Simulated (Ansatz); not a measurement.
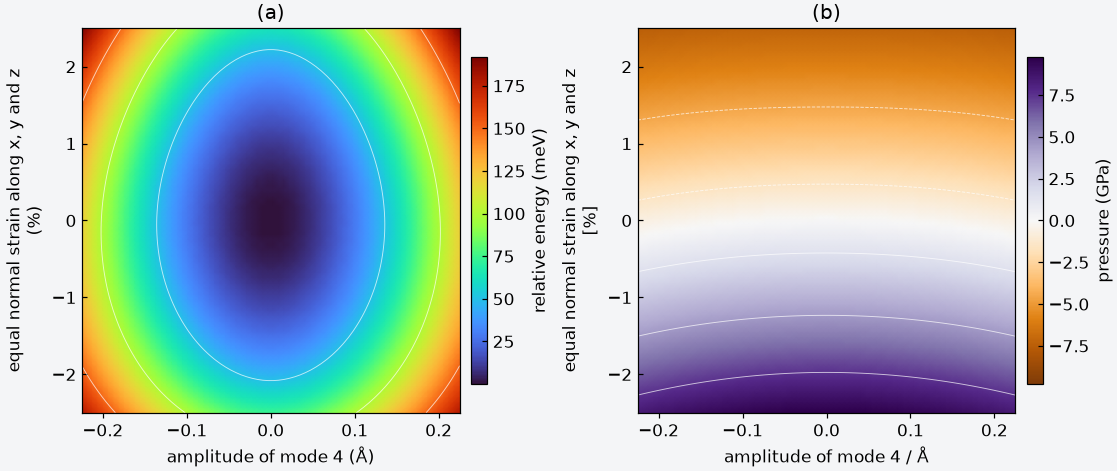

Ti (P6_3/mmc, No. 194; 2 atoms in the cell). 
- The energy is mapped over a normal mode and a strain (zone-centre modes of the 2-atom cell of this scan) (x along [1 0 0], y along [1 2 0], z along [0 0 1] of the conventional cell).
- The first coordinate is: amplitude of mode 4 (130 cm⁻¹), largest displacement in the unstrained cell; the second: equal normal strain along x, y and z.
- Nothing is relaxed (the pattern is fixed in fractional coordinates).
- Grid: 5 × 5 points; 15 points were computed and 10 follow by symmetry.
- Points are written as (first, second).
- Energies are in meV per cell, from the lowest grid point.
- Level of theory: DFT PBE, scalar-relativistic, plane waves, PAW (Ansatz 0.2.0). Settings: cutoff 520 eV, k-mesh 18×18×10 in the order of the run's cell vectors, gaussian smearing 0.15 eV, no spin polarisation.

Panel (a) is the energy; panel (b) is the computed pressure, in GPa.

The picture shows a smooth colour map with a few white contour lines. Between grid points the surface is interpolated.

How does the pressure vary over the map, and what is it at the lowest grid point?

It runs from −7.5 GPa at (−0.225 Å, 2.50 %) to 9.8 GPa at (0.000 Å, −2.50 %). At the lowest grid point, (0.000 Å, 0.00 %), it is 0.0 GPa.

PAW datasets: the set soft_1.
